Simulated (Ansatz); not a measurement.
System: CoO, space group P6_3mc (No. 186).

Structure:
```
CELL_PARAMETERS angstrom
3.19765 0.00000 0.00000
-1.59882 2.76924 0.00000
0.00000 0.00000 5.22871
ATOMIC_POSITIONS crystal
Co 0.33333 0.66667 0.50336
Co 0.00000 0.00000 0.00347
O 0.33333 0.66667 0.87156
O 0.00000 0.00000 0.37161
```

Computed with Ansatz 0.2.0: all-electron LAPW DFT, collinear spins; energies at scaled volumes of the given cell, shape and fractions fixed, counted from the fit's minimum, third-order Birch-Murnaghan fit. Level: PBE, collinear spin.

- k mesh: 10×10×5
- occupations: Fermi–Dirac
- smearing width: 0.05 eV
- potentials: all electron LAPW, scalar relativistic
- program settings: basis error eV/atom 0.001

What does the calculation give for the energy and pressure against volume? The volume takes the values 10.88, 11.11, 11.34, 11.58, 11.81, 12.04, 12.27 Å³/atom.

A third-order Birch–Murnaghan fit gives V0 = 11.55 Å³/atom, B0 = 126 GPa. The energy is 16.61 meV/atom at volume 10.88 Å³/atom and 16.10 meV/atom at 12.27 Å³/atom; the lowest computed point is at volume 11.58 Å³/atom (0.00 meV/atom), in a single well. The pressure falls from 8.14 GPa at volume 10.88 Å³/atom to −6.88 GPa at 12.27 Å³/atom, and changes sign near 11.55 Å³/atom.

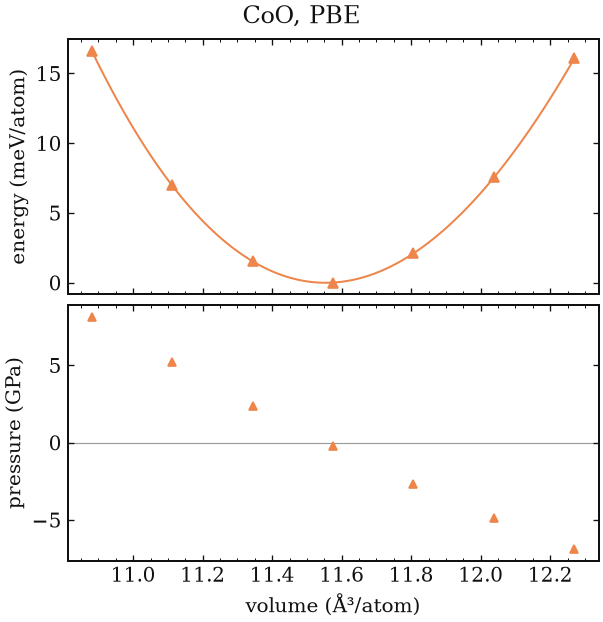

Limits of the calculation: the program warns: seeded moment not kept; shape and atomic fractions are frozen while scaling, which makes layered, chain and framework solids too stiff.
